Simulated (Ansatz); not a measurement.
Structure (in its standard cell), the geometry relaxed with DFT, revPBE, plane waves (420 eV) with PAW, scalar-relativistic (Ansatz); the starting structure was generated, so it need not be a known form of this composition:

```yaml
crystal:
  lattice:
    - [2.70311, 0.00000, 0.00000]
    - [0.00000, 5.40749, 0.00000]
    - [0.00000, 0.00000, 9.10007]
  atoms:
    - { symbol: W, position: [0.25000, 0.25000, 0.75000] }
    - { symbol: W, position: [0.50000, 0.00000, 0.00000] }
    - { symbol: W, position: [0.25000, 0.75000, 0.25000] }
    - { symbol: W, position: [0.50000, 0.50000, 0.50000] }
    - { symbol: W, position: [0.75000, 0.25000, 0.25000] }
    - { symbol: W, position: [0.00000, 0.00000, 0.50000] }
    - { symbol: W, position: [0.75000, 0.75000, 0.75000] }
    - { symbol: W, position: [0.00000, 0.50000, 0.00000] }
```

> Predict the [100] zone-axis pattern (100 kV, kinematic, B = 0.5 Å²).

The spots form a centred rectangular net with both shortest vectors at d = 2.32 Å, 61.4° apart. They are 0 2 -2 and 0 2 2. The pattern has symmetry 2mm (to the eye close to 6mm). The lattice centring (F) removes all reflections that break h + k = 2n, h + l = 2n; a glide plane extinguishes reflections such as 0 0 2, 0 2 0, 0 2 -4.

Strongest reflections with d > 0.80 Å, one of each family (|F|² from tabulated Gaussian fits of the electron scattering factors, times a small damping for the curvature of the Ewald sphere):

| hkl | d (Å) | I (strongest = 100) |
| --- | --- | --- |
| 0 2 2 | 2.324 | 100 |
| 0 0 4 | 2.275 | 97 |
| 0 4 0 | 1.352 | 35 |
| 0 2 6 | 1.323 | 33 |
| 0 4 4 | 1.162 | 24 |
| 0 0 8 | 1.138 | 23 |

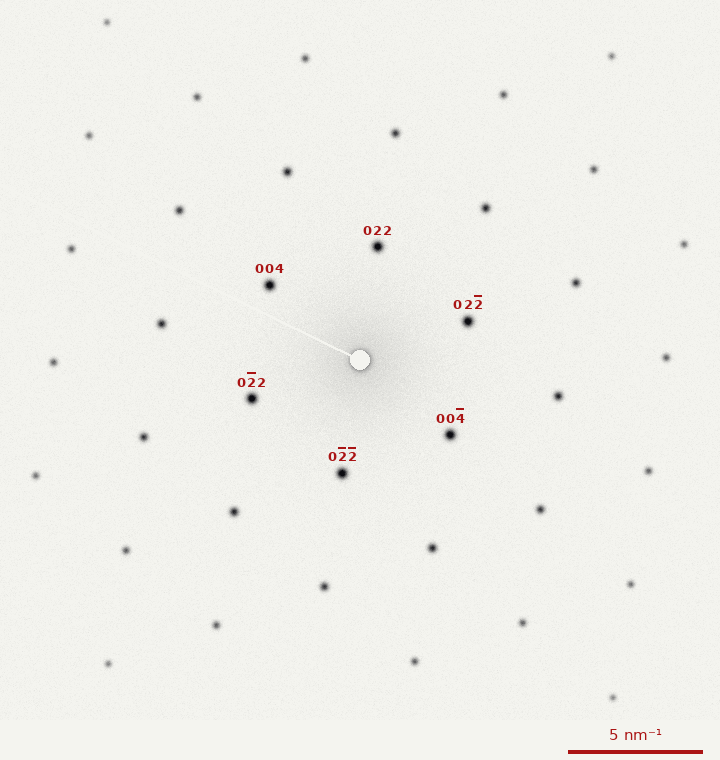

Calculated pattern, seen from the source side with [100] pointing towards the source.
